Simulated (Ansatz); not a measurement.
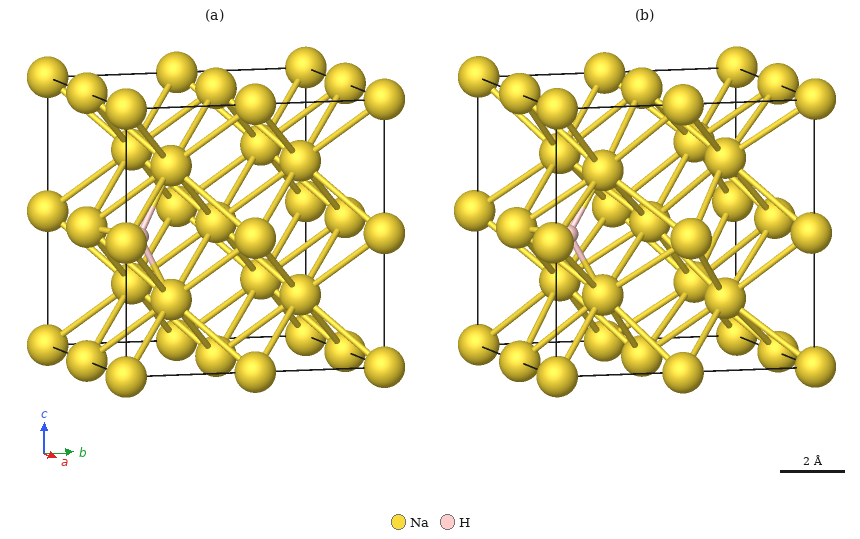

The structure of a defect cell of composition Na$_{16}$H before (left) and after (right) a relaxation, at one scale.

A ball-and-stick model of the cell of the calculation, seen slightly off an axis.

It is an interstitial H in bcc Na. The run prepares an end point of a later path (interstitial hop) calculation, from a guessed geometry.

The calculation used DFT PBE, scalar-relativistic, plane waves, PAW (Ansatz). Settings: plane-wave cutoff 420 eV; k-point mesh 2 × 2 × 2; occupations gaussian; smearing width 0.15 eV; no spin polarisation; atoms relaxed in a fixed cell; force threshold 0.03 eV/Å; at most 60 steps.

What changed between the two?

Answer. After 4 geometry steps the energy has fallen by 38.3 meV per cell of the calculation. The largest force component goes from 0.12 to 0.0037 eV/Å. The largest moves, 0.19 Å, are those of Na atoms. By element the largest moves are Na 0.19 Å, H 0.08 Å. The cell doesn't change. Near-neighbour distances that change, for instance: H–Na 2.432 → 2.260 Å, H–Na 2.384 → 2.260 Å, Na–Na 3.663 → 3.563 Å, Na–Na 3.663 → 3.608 Å. Among the angles between lasting bonds that change: Na–H–Na 127.8° → 121.1°, Na–H–Na 99.0° → 104.0°, Na–H–Na 125.8° → 120.9°. Cost: 29 s on 2 threads of Arm Neoverse V2, with other jobs on the host, peak memory 0.97 GiB.

Limits of the set-up: the k-point mesh is coarse for a cell with partly filled bands; the periodic images lie only 8.5 Å apart, so the values are limited by the cell's size.
